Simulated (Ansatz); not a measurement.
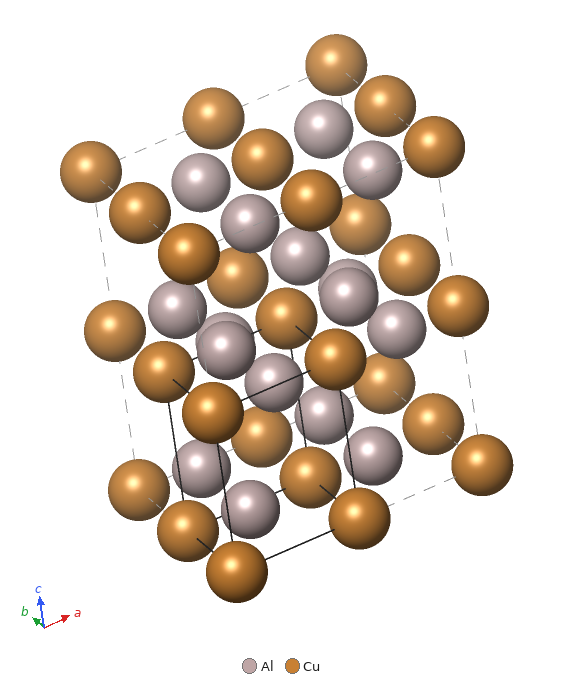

A spheres-only rendering, viewed slightly off an axis. Shown are 2×2×2 repeats of the unit cell, one of them outlined in solid lines. Cell: a = 3.619 Å, b = 3.895 Å, c = 3.960 Å, α = 61.14°, β = 71.30°, γ = 74.76°.

Characterise what is shown.

- It has the composition Al2Cu.
- The cell has no symmetry but its translations (space group P1).
- With Z = 1, the cell contains 2 Al, 1 Cu.

Starting structure: a structure listed in the Materials Project. The cell was then strained or its atoms displaced on purpose. It was set up as input for a calculation with Ansatz.
